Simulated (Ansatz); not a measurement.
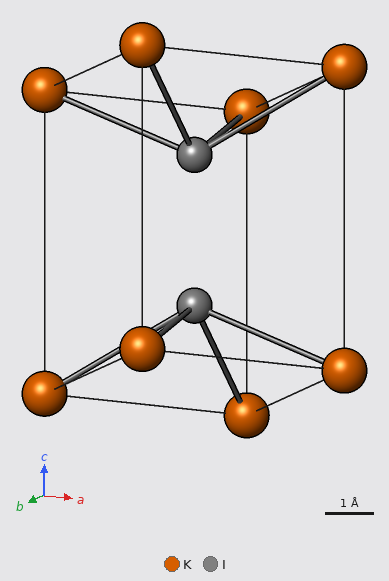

Lattice vibrations of solid KI₂ (a generated structure), at the zone centre. The picture is a ball-and-stick view of the cell of the calculation, seen from a free direction.

Method: DFT PBE, scalar-relativistic, plane waves, PAW (Ansatz). Settings: plane-wave cutoff 420 eV; k-point mesh 10 × 10 × 8; occupations fermi dirac; smearing width 0.15 eV; no spin polarisation.

The frequencies depend somewhat on the k-mesh and the smearing.

Which optical modes does it have, at what frequencies, and is it stable there?

The calculation's cell holds 3 atoms, so there are 6 optical modes, in 4 levels. The optical modes span E_g + A₂u + E_u + A₁g. No level is unstable.

```csv
level,symmetry,frequency (cm⁻¹),activity
1,E_g,55,Raman-active
2,A₂u,67,infrared-active
3,E_u,79,infrared-active
4,A₁g,127,Raman-active
```

The crystal is a metal, so free carriers screen the infrared response.

The modes drawn as arrows (one member of each degenerate set):

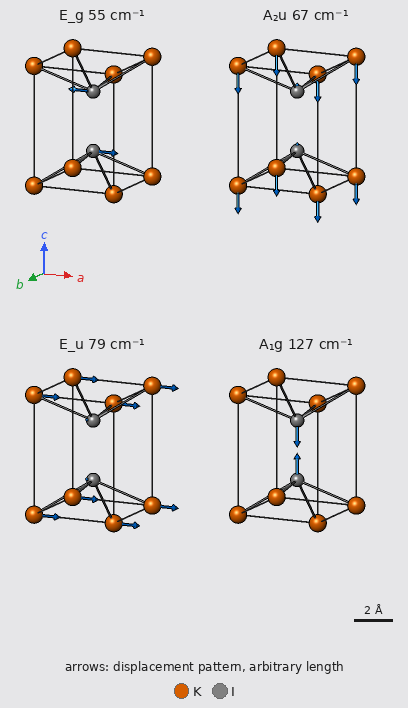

Limits of the set-up: an odd number of electrons was run without spin polarisation, which fails if the electron would localise.
